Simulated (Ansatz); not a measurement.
System: Al₄Ru₃.

```yaml
crystal:
  lattice:
    - [3.01439, 0.00000, 0.00000]
    - [0.00000, 3.01439, 0.00000]
    - [0.00000, 0.00000, 19.91130]
  atoms:
    - { symbol: Al, position: [0.00000, 0.00000, 0.28875] }
    - { symbol: Al, position: [0.50000, 0.50000, 0.78875] }
    - { symbol: Al, position: [0.50000, 0.50000, 0.21125] }
    - { symbol: Al, position: [0.00000, 0.00000, 0.71125] }
    - { symbol: Al, position: [0.00000, 0.00000, 0.42824] }
    - { symbol: Al, position: [0.50000, 0.50000, 0.92824] }
    - { symbol: Al, position: [0.50000, 0.50000, 0.07176] }
    - { symbol: Al, position: [0.00000, 0.00000, 0.57176] }
    - { symbol: Ru, position: [0.50000, 0.50000, 0.35220] }
    - { symbol: Ru, position: [0.00000, 0.00000, 0.85220] }
    - { symbol: Ru, position: [0.00000, 0.00000, 0.14780] }
    - { symbol: Ru, position: [0.50000, 0.50000, 0.64780] }
    - { symbol: Ru, position: [0.00000, 0.00000, 0.00000] }
    - { symbol: Ru, position: [0.50000, 0.50000, 0.50000] }
```

Space group I4/mmm; a generated structure, not necessarily the stable one; changed on purpose from its base cell (volume × 0.94, shape and atoms relaxed); computed pressure about 13 GPa in this cell; computed without spin polarisation.

Method: DFT PBE, scalar-relativistic, plane waves, PAW (Ansatz).

**Predict the valence pseudo-density and electron localisation function between the atoms.**

Al–Al (2.78 Å): ρ is about 0.24 e/Å³ halfway; the ELF is about 0.45 at the midpoint.
Al–Ru (2.81 Å): ρ at the midpoint is about 0.32 e/Å³; the ELF is about 0.50 at the midpoint.

**Does the calculation make it a metal, or give it a gap?**

It is gapless in this calculation (a metal or semimetal).

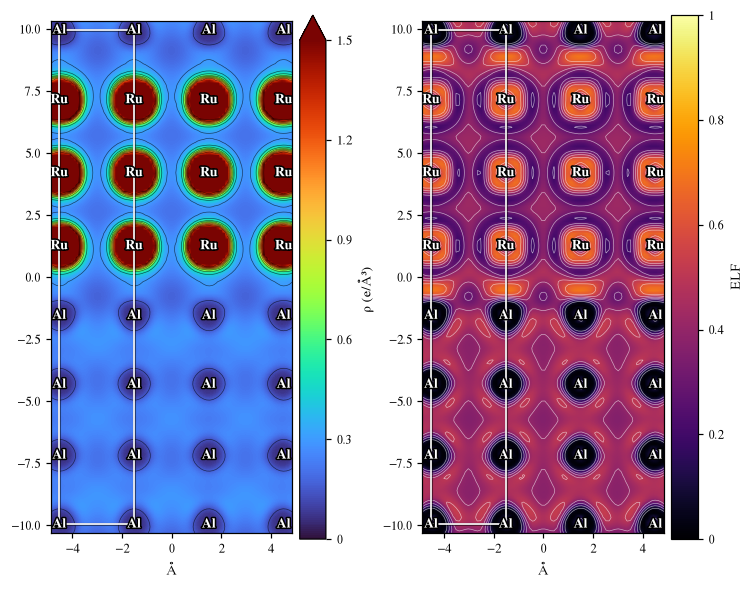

Computed valence pseudo-density and electron localisation function on the (100) plane of the conventional cell, in this order. 

Core electrons are frozen (PAW), and the valence fields are smoothed inside the atomic spheres.
